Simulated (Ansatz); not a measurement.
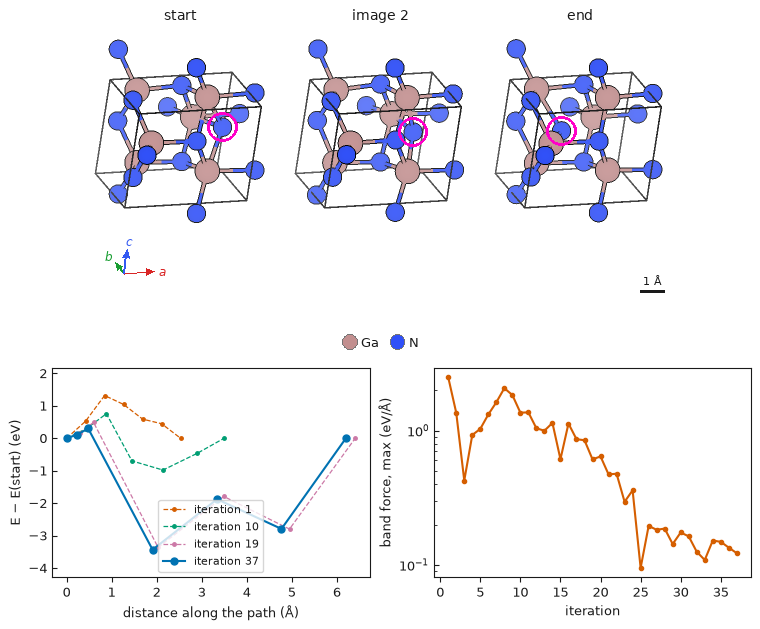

A search for the minimum-energy path of a defect cell of composition Ga₆N₇ (13 atoms in the cell) by the nudged elastic band. Images are numbered from 0 (start) to 6 (end). The plot follows the band through its iterations. Style: ball-and-stick. Shown: the simulation cell (origin moved), slightly off an axis. The moving atom is ringed, with any periodic copies. Bonds to atoms that aren't drawn are left out.

These are results of Ansatz, DFT PBE, scalar-relativistic, plane waves, PAW, not measurements. Set-up: plane-wave cutoff 420 eV; k-point mesh 3 × 3 × 3; Gaussian smearing 0.02 eV; spin collinear; 5 movable images; climbing image.

Judge this run.

The result isn't final. The run hit its time limit after 37 iterations, unconverged. The largest component of the band force went from 2.5 to 0.12 eV/Å. The barrier read from it is provisional, though the highest image hardly moved in the last two iterations. The first iteration put the highest image at 1.32 eV. Relative to the start the highest point is image 2 at +0.30 eV and the end lies at 0.00 eV, but the profile dips to −3.43 eV at image 3 on the way, so there may be more than one step; on an unconverged band the side maxima are provisional.

Limits of the set-up: the periodic images lie only 5.2 Å apart, so the values are limited by the cell's size.

Cost: 87 min on 4 threads of Oxide Virtual Turin-like Processor (Zen 5) (shared host), peak memory 2.1 GiB.
